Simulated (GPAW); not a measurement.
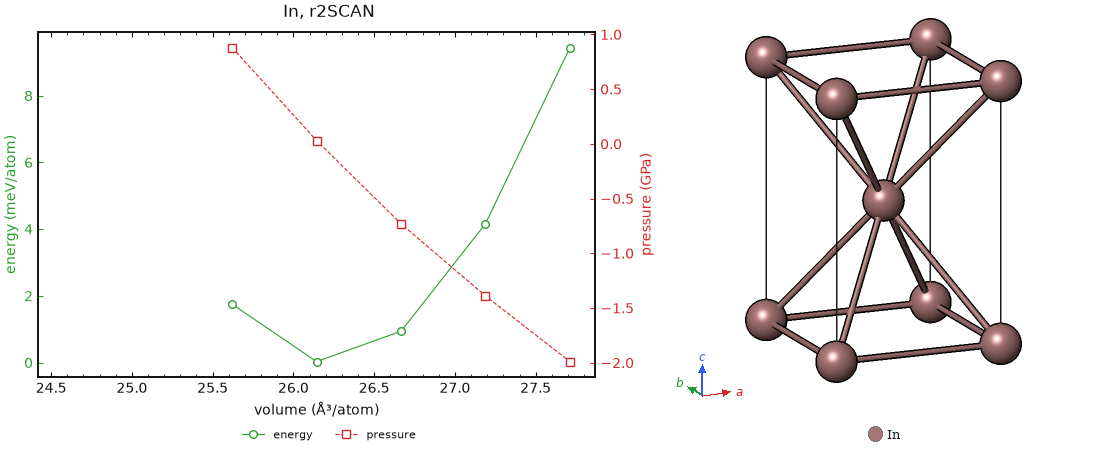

The plot gives the computed energy and pressure against volume for In, space group I4/mmm (No. 139). The conventional cell is drawn beside the plot.

Cell as given: a = 3.377 Å, b = 3.377 Å, c = 3.377 Å, α = 122.45°, β = 122.45°, γ = 85.80°; 1 atom.

Computed with GPAW 26.7.0: PAW DFT in plane waves, on a grid or in atomic orbitals, no spin polarisation; energies at scaled volumes of the given cell, shape and fractions fixed, counted from the fit's minimum, third-order Birch-Murnaghan fit. Level: r2SCAN.

k mesh 9×9×9; occupations Fermi–Dirac; smearing width 0.05 eV; potentials GPAW PAW data sets (gpaw data 1.2.1); wave cutoff 600 eV; program settings basis pw.

The points at volume 24.57 Å³/atom and 25.10 Å³/atom are left out of the plot. What values does the calculation give there?

| volume (Å³/atom) | energy (meV/atom) | pressure (GPa) |
| --- | --- | --- |
| 24.57 | 14.65 | 3.00 |
| 25.10 | 6.46 | 1.86 |

Note: shape and atomic fractions are frozen while scaling, which makes layered, chain and framework solids too stiff.
